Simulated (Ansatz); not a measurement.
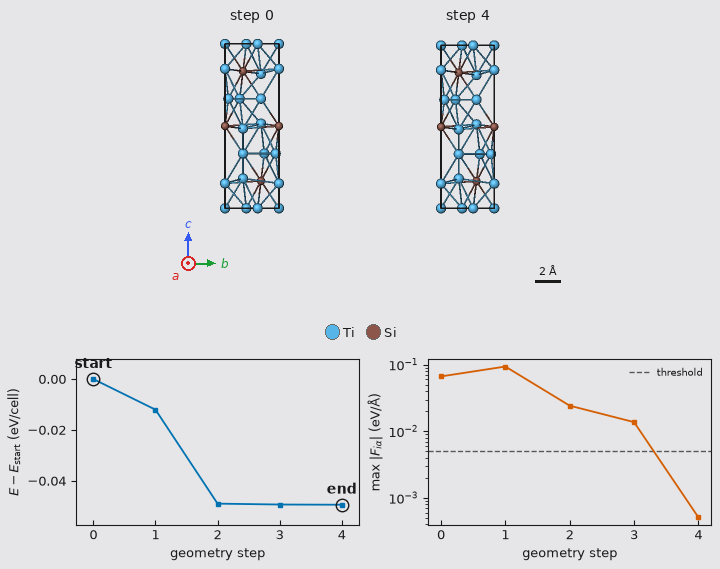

First and last geometry of a relaxation of solid Ti$_{5}$Si (set up in R32), with the history of the run. A ball-and-stick model of the conventional cell (3 times the calculation's cell), seen along the a axis. Lengths and directions refer to the drawn axes.

The calculation used Ansatz, DFT PBEsol, scalar-relativistic, plane waves, PAW. Set-up: plane-wave cutoff 420 eV; k-point mesh 12 × 12 × 12; occupations gaussian; smearing width 0.1 eV; no spin polarisation; cell and atoms relaxed; force threshold 0.005 eV/Å; at most 80 steps.

> Read the history and describe the run.

The run was cut off at its time limit before the program reported convergence, but its last step already meets the force threshold: the largest component is 0.00051 eV/Å against 0.005 eV/Å. The pressure is within 0.01 GPa of its target. After 4 geometry steps the energy has fallen by 49.4 meV per cell of the calculation. Largest force component: 0.067 eV/Å at the start, 0.00051 eV/Å at the end. The pressure goes from −4.41 to 0.00 GPa. No atom moves by more than 0.005 Å relative to the cell. Cell: a = b 5.046 → 4.980 Å (−1.3 %), c 13.323 → 13.197 Å (−0.9 %). Volume −3.5 %. Some distances before and after: Si–Ti 2.920 → 2.882 Å, Ti–Ti 2.941 → 2.904 Å, Ti–Ti 2.686 → 2.648 Å, Ti–Ti 2.835 → 2.803 Å. The space group stays R32 (No. 155).
